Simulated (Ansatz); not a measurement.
# TiO2: single-point calculation

TiO2 (P4₂/mnm, 12 atoms in the cell), computed with DFT r2SCAN, scalar-relativistic, plane waves, PAW, no spin polarisation (Ansatz 0.2.0).

The structure derives from a Materials Project entry. It belongs to a series of runs on one base structure; here: band edges sought over the zone. Figures and captions count atoms from 1; the log counts them from 0 in places.

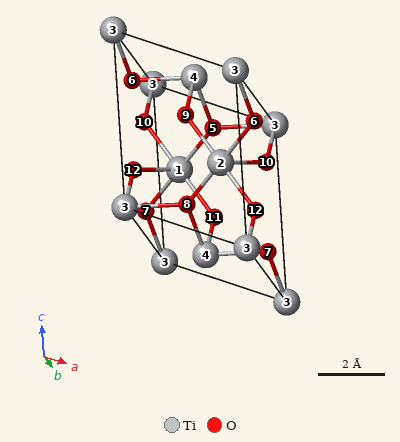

The input geometry (ball-and-stick view of the cell of the calculation, seen at an oblique angle; atoms are numbered from 1 in the order of the input). An atom can appear more than once, as a periodic image.

## Results in brief

| quantity | value |
| --- | --- |
| outcome | converged |
| space group (tolerance 0.01 Å) | P4₂/mnm (136) |
| electrons treated | 96 |
| free energy | −14585.1559 eV |
| Fermi energy | 9.917 eV |
| gap on the k-point mesh | 2.22 eV |
| gap on the band path | 2.22 eV |
| pressure | −0.02 GPa |
| largest force (length of the vector) | 0.002 eV/Å |
| hardware | 2 threads of Intel Xeon (Sapphire Rapids), 32 GiB of memory available, shared host |
| wall time | 23 s (CPU time 44 s) |
| peak memory | 0.83 GiB |

## The input
```yaml
crystal:
  lattice:
    - [0.0, 4.5969159871, -2.9536290058]
    - [0.0, -4.5969159871, -2.9536290058]
    - [-4.5969159871, 0.0, 2.9536290058]
  atoms:
    - { symbol: Ti, position: [0.25, 0.75, 0.5] }
    - { symbol: Ti, position: [0.75, 0.25, 0.5] }
    - { symbol: Ti, position: [0.0, 0.0, 0.0] }
    - { symbol: Ti, position: [0.5, 0.5, 0.0] }
    - { symbol: O, position: [0.5546021421, 0.75, 0.8046021421] }
    - { symbol: O, position: [0.0546021421, 0.25, 0.8046021421] }
    - { symbol: O, position: [0.9453978579, 0.75, 0.1953978579] }
    - { symbol: O, position: [0.4453978579, 0.25, 0.1953978579] }
    - { symbol: O, position: [0.5, 0.1953978579, 0.6953978579] }
    - { symbol: O, position: [0.0, 0.6953978579, 0.6953978579] }
    - { symbol: O, position: [0.5, 0.8046021421, 0.3046021421] }
    - { symbol: O, position: [0.0, 0.3046021421, 0.3046021421] }
basis:
  ecutwfc: 500
kpoints:
  mp_grid: { grid: [6, 6, 6] }
  band_path: { path: [VBM, CBM], npoints: 2 }
hamiltonian:
  xc: r2scan
scf:
  occupations: { method: gaussian, width: 0.02 }
output:
  forces: true
  stress: true
  eigenvalues: true
checkpoint:
  read: start.run
  write: ck
  compress: false
  write_wavefunctions: false
  write_every: 100000
```

Launch command:
```bash
ansatz run input.yaml --threads 2 --pin off --max-ram 5120MiB --backend cpu --events-out ev --progress --plain --runs-dir out
```

## Log
```
Engine: ansatz 0.2.0, x86_64-unknown-linux-gnu
Pseudopotentials: kind: paw
Pseudopotential: Ti, paw, valence charge 12, recommended cutoff 500 eV (meta_gga), Ti.paw.azcp
Pseudopotential: O, paw, valence charge 6, recommended cutoff 500 eV (meta_gga), O.paw.azcp
Functional definition: r2SCAN
  parameter k0 = 0.174
  parameter k1 = 0.065
  parameter a1 = 4.9479
  exchange = r2scan_x(k0 = k0, k1 = k1, a1 = a1)
  correlation = r2scan_c
Crystal: 12 atoms, lattice volume = 124.830 Å³
Basis set: ecut = 500 eV, 3135 PW (Γ), exchange–correlation on 160×160×160 points (64 copies of the dense FFT grid, shifted against one another)
Bands: 60, of which v1, the nominal top of the filled ones, is band 48 counted from 1 (47 counted from 0)
Symmetry: 32 space group operations
Space group: P42/mnm (ITA 136), of the structure as read, at distance tolerance 5.0e-5 Å
k-points: 30 of 216
Non-local potential: Ti, projectors of the file, l = 0: 3, l = 1: 2, l = 2: 3, l = 3: 1
Non-local potential: O, projectors of the file, l = 0: 2, l = 1: 2, l = 2: 1
PAW form: soft (Blöchl's): semilocal exchange-correlation on the pseudo side does not see the compensation charge
PAW frozen core: Ti, regenerated for the run's functional (the file was generated under x = pbe(κ = 0.804, μ = 0.2195149727645171), c = pbe(β = 0.06672455060314922))
PAW frozen core: O, regenerated for the run's functional (the file was generated under x = pbe(κ = 0.804, μ = 0.2195149727645171), c = pbe(β = 0.06672455060314922))
PAW one-centre angular grid: Ti, 590 points (default); XC on 160 Gauss nodes
PAW one-centre angular grid: O, 302 points (default); XC on 160 Gauss nodes
Initial density: read from a saved state, or passed on in memory by an earlier SCF of this step, an earlier step, the calling program or the single point that the run made first
Initial wavefunctions: pseudopotential atomic-orbital guess
Functional: x = r2scan, c = r2scan; τ floored in thin density (d = 2e-4 eV/Å³)
iter 1 solved again at ethr=1.62e-8 eV; its pass at ethr=3.10e-3 eV (dr2=1.56e-5 eV) is discarded
SCF iter   1: F=—  HF=-14585.155922 eV  |F-HF|=—  |Δ(HF+E_count)|=         —  Δρ=7.23e-7  dr2=6.88e-10  dr2_τ=3.58e-11  ethr=1.62e-8  ⟨swp⟩=3.5  Hψ=12001  notcnv=0
eigensolver tolerance schedule: the retry pair's looser diagonalisation over-reported the residual by 22598.31 of it (diagonalisation noise at 0.13 of the residual, at the tolerance the schedule requests for it); recorded, not acted on — ethr = c·dr2/N_el stays at c = 1.0e-1
preconditioner: auto → Resta (q_TF=auto, 2.611 Å⁻¹)  ε∞=7.9  [insulator: Δε(μ)=2.219 eV  Ē_g=10.102 eV  σ=0.020 eV  W_gap=1.00  n_scr=42 (ndim 8)  ℏωp=26.6 eV  f_vac=0.020  D(μ)=0.00/eV (n_scr^D=0)  ε∞_Penn≈7.9]
SCF iter   2: F=-14585.155922 eV  HF=-14585.155922 eV  |F-HF|=2.91e-11  |Δ(HF+E_count)|=   6.35e-9  Δρ=5.33e-7  dr2=4.36e-10  dr2_τ=3.90e-11  ethr=1.00e-12  ⟨swp⟩=5.9  Hψ=5962  notcnv=0
SCF 1 converged in 2 iterations: F = -14585.155922 eV  dr2 = 4.36e-10
  greatest PAW one-centre occupation: 1.000 electrons in one spin orbital (limit 2), on the Ti atom at site 3 (counted from 0), in its partial waves of l = 0
NSCF: frozen V_eff on 30 k-points
NSCF: frozen V_eff on 30 k-points
NSCF: frozen V_eff on 30 k-points
NSCF: frozen V_eff on 30 k-points
NSCF: frozen V_eff on 20 k-points
NSCF: frozen V_eff on 10 k-points
NSCF: frozen V_eff on 3 k-points
NSCF: frozen V_eff on 3 k-points
NSCF: frozen V_eff on 3 k-points
NSCF: frozen V_eff on 3 k-points
SCF converged after 2 iterations
Free energy (F): -14585.155922 eV
Harris-Foulkes:  -14585.155922 eV  (|F-HF|=2.91e-11)
Internal energy: -14585.155922 eV  (E = F + TS)
E sigma→0 (E₀):  -14585.155922 eV
Fermi energy:    9.916948 eV
--- Per-component energies (eV) ---
  E_band       = -881.731604
  E_kinetic    = 2502.246749
  E_local      = -6158.147619  (includes V_loc(G=0)·N_el)
  E_nonlocal   = 383.527793
  E_hartree    = 2340.789615
  E_xc         = -965.868327
  E_vxc        = -1386.529468  (∫ρ·V_xc dr)
  E_paw        = -5494.608968  (= ΣΔE_a)
  E_vpaw       = -995.607923  (= ΣTr[D̂ρ^β])
  E_aug_tail   = 0.009523  (compensation charges beyond the density's cutoff)
  E_vtau       = 91.189445  (kinetic-family band-sum trace: ∫τ·v_τ [+ j·A + Jᵃ·Aᵃ] dr)
  E_ewald      = -7191.835331
  E_core_change = -1.269356  (= ΣΔE_core)
  E_smearing   = -0.000000  (= −TS)
  E_closure    = -0.000000  (closes the sum)
  Σ components = -14585.155922   (vs F -14585.155922, Δ=0.00e0)
--- Forces (eV/Å), atoms counted from 1 ---
  atom   1  Ti     0.00000000     0.00000000     0.00000000
  atom   2  Ti     0.00000000     0.00000000     0.00000000
  atom   3  Ti    -0.00000000     0.00000000     0.00000000
  atom   4  Ti    -0.00000000     0.00000000     0.00000000
  atom   5  O     -0.00111465     0.00111465     0.00000000
  atom   6  O     -0.00111465     0.00111465     0.00000000
  atom   7  O      0.00111465    -0.00111465     0.00000000
  atom   8  O      0.00111465    -0.00111465    -0.00000000
  atom   9  O      0.00111465     0.00111465    -0.00000000
  atom  10  O      0.00111465     0.00111465    -0.00000000
  atom  11  O     -0.00111465    -0.00111465    -0.00000000
  atom  12  O     -0.00111465    -0.00111465    -0.00000000
  max |Σ_I F_I| component: 1.73e-18 eV/Å
--- Stress (GPa, compression-positive) ---
       -0.020332       0.000000      -0.000000
        0.000000      -0.020332       0.000000
        0.000000       0.000000      -0.008833
  P = ⅓ Tr σ = -0.0165 GPa (-0.165 kbar)
--- Band table (eV; the first three rows and the last of 30) ---
  k-point 0: bands = ["-50.3515", "-50.3340", "-50.3015", "-50.3015", "-25.8255", "-25.8255", "-25.6040", "-25.6040", "-25.4536", "-25.4536", "-25.4302", "-25.4302", "-25.4261", "-25.4261", "-25.3786", "-25.3430", "-10.4404", "-9.2910", "-9.1612", "-9.1612", "-8.8594", "-8.8594", "-8.5329", "-8.5329", "2.9383", "3.3149", "3.8049", "4.0050", "4.0050", "4.1409", "4.1409", "4.8584", "4.8584", "5.1635", "5.1635", "5.9732", "5.9732", "6.1738", "6.1738", "6.7512", "7.4940", "7.4940", "8.0618", "8.1011", "8.1011", "8.3286", "8.3286", "8.8073", "11.0266", "11.3486", "11.5681", "11.6667", "11.6667", "11.7498", "11.7498", "12.3801", "12.3801", "12.4170", "12.4170", "13.5279"]
  k-point 1: bands = ["-50.3503", "-50.3352", "-50.3015", "-50.3015", "-25.8290", "-25.8290", "-25.5945", "-25.5937", "-25.4499", "-25.4499", "-25.4375", "-25.4367", "-25.4296", "-25.4296", "-25.3762", "-25.3454", "-10.3421", "-9.2937", "-9.2396", "-9.2396", "-8.7798", "-8.7798", "-8.6284", "-8.5713", "3.1198", "3.4327", "3.8256", "3.8256", "3.9872", "4.3986", "4.3986", "4.8691", "4.8767", "5.1890", "5.1890", "6.0045", "6.0203", "6.0203", "6.1308", "6.7711", "7.3876", "7.3876", "7.8411", "7.8890", "7.9893", "7.9893", "8.1071", "8.7033", "11.1765", "11.5032", "11.5032", "11.5412", "11.7646", "11.7755", "11.8165", "12.4105", "12.4105", "12.6366", "12.6366", "13.6016"]
  k-point 2: bands = ["-50.3471", "-50.3384", "-50.3015", "-50.3015", "-25.8358", "-25.8358", "-25.5695", "-25.5673", "-25.4661", "-25.4638", "-25.4430", "-25.4430", "-25.4283", "-25.4283", "-25.3697", "-25.3519", "-10.0704", "-9.3877", "-9.3448", "-9.3448", "-8.7836", "-8.6722", "-8.6722", "-8.6688", "3.5127", "3.6974", "3.7005", "3.7005", "4.5786", "4.6335", "4.6335", "4.8949", "4.9089", "5.3292", "5.3292", "5.6731", "5.9092", "6.1578", "6.1578", "6.7720", "6.8730", "7.0613", "7.0613", "7.5040", "7.7989", "7.7989", "7.8852", "8.3937", "11.1977", "11.1977", "11.4747", "11.7517", "12.0201", "12.0903", "12.2092", "12.4001", "12.4001", "12.9511", "12.9511", "13.2308"]
  k-point 29: bands = ["-50.3426", "-50.3426", "-50.3016", "-50.3016", "-25.8263", "-25.8263", "-25.6164", "-25.6164", "-25.4514", "-25.4514", "-25.4287", "-25.4287", "-25.4183", "-25.4183", "-25.3606", "-25.3606", "-9.7855", "-9.7855", "-9.0719", "-9.0719", "-8.9698", "-8.9698", "-8.6571", "-8.6571", "3.1423", "3.1423", "4.1969", "4.1969", "4.7888", "4.7888", "5.0485", "5.0485", "5.1021", "5.1021", "5.8843", "5.8843", "5.9449", "5.9449", "6.4139", "6.4139", "6.5959", "6.5959", "7.3326", "7.3326", "7.4418", "7.4418", "7.6973", "7.6973", "11.0661", "11.0661", "11.6881", "11.6881", "12.1150", "12.1150", "12.3719", "12.3719", "12.8279", "12.8279", "12.9928", "12.9928"]
```

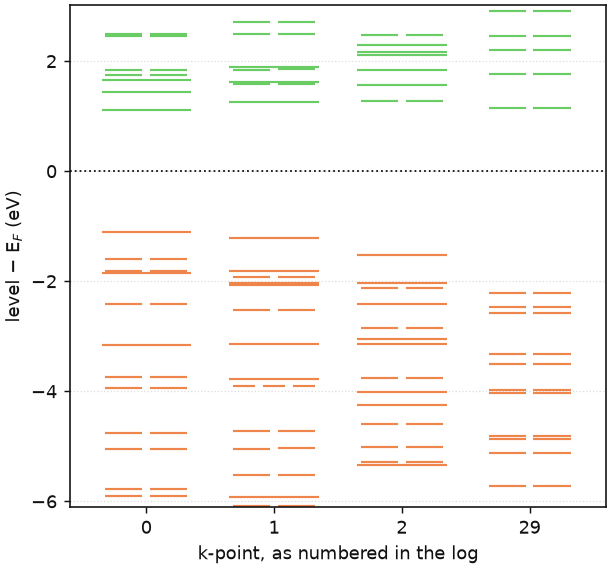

Kohn–Sham levels near the Fermi level (dotted) at the few k-points that the log prints; levels within 0.02 eV of each other stand side by side. Among these points the highest filled and lowest empty levels are 2.22 eV apart, which is the gap on the mesh.
